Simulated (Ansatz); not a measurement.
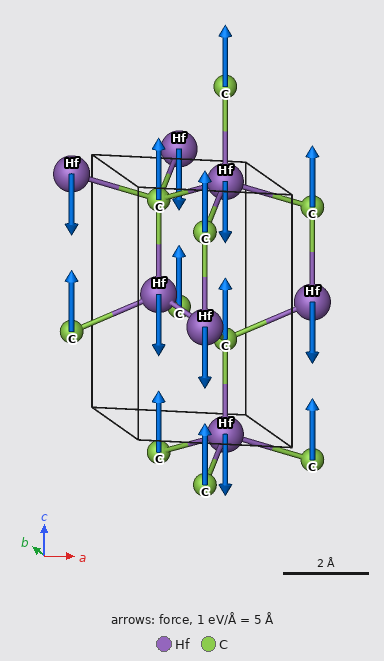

Starting geometry of a crystal of HfC (a generated structure, set up in P6_3mc) (coarse preliminary run) with the computed forces as blue arrows. A ball-and-stick model of the cell of the calculation, seen slightly off an axis.

Case: Si → Hf on all its sites, cell and atoms relaxed.

Method: DFT PBE, scalar-relativistic, plane waves, PAW (Ansatz).

Input
```yaml
crystal:
  lattice:
    - [3.7435624979, 0.0, 0.0]
    - [-1.871781249, 3.2420202239, 0.0]
    - [0.0, 0.0, 6.1436999882]
  atoms:
    - { symbol: Hf, position: [0.3333333333, 0.6666666667, 0.4995817072] }
    - { symbol: Hf, position: [0.6666666667, 0.3333333333, 0.9995817072] }
    - { symbol: C, position: [0.3333333333, 0.6666666667, 0.8754182928] }
    - { symbol: C, position: [0.6666666667, 0.3333333333, 0.3754182928] }
basis:
  ecutwfc: 420
kpoints:
  mp_grid: { grid: [6, 6, 4] }
hamiltonian:
  xc: pbe
scf:
  occupations: { method: gaussian, width: 0.1 }
output:
  forces: true
  stress: true
  eigenvalues: true
relax:
  adjacent_minimum: "off"
  f_tol: 0.05
  max_steps: 60
  cell: { stress_tol: 0.5 }
```

Command:
```bash
ansatz run input.yaml --threads 1 --pin off --max-ram 2560MiB --backend cpu --events-out ev --progress --plain --runs-dir out
```

Is this structure relaxed? If not, where do the atoms go?

Answer. It isn't relaxed: the largest force vector, on Hf atoms, is 0.30 eV/Å. The atoms end up moving mostly along the starting forces (cosine between the two patterns 1.00). The largest moves relative to the cell, 0.25 Å, are those of Hf1, Hf2, C3 and C4. Hf1 goes along −c. Largest moves by element: Hf 0.25 Å, C 0.25 Å. Cell: a = b 3.744 → 3.847 Å (+2.8 %), c 6.144 → 4.658 Å (−24.2 %). Volume −19.9 %. Among the contacts that change: Hf1–C3 3.835 → 2.402 Å, Hf1–Hf2 3.756 → 3.218 Å, Hf1–C4 2.292 → 2.222 Å, Hf1–C3 (another image) 2.309 → 2.256 Å. New bonds form: Hf1–C3 (3.83 → 2.40 Å), Hf2–C4 (3.83 → 2.40 Å). Bond angles that change, for instance: C3–Hf1–C4 109.4° → 91.9°, Hf1–C3–Hf2 109.4° → 91.9°, C4–Hf1–C4 109.5° → 119.9°. The space group stays P6_3mc (No. 186). After 9 accepted moves (14 points after the start) the energy has fallen by 437 meV per atom. The largest force component goes from 0.3 to 0.00078 eV/Å. The pressure goes from −18.81 to −0.09 GPa. The line search rejected the trial steps at points 6, 7, 9, 11 of the run. At 1 point the geometry stayed and the basis and grid were re-selected for the new cell (energy shift of 0.5 meV per atom at most each time).
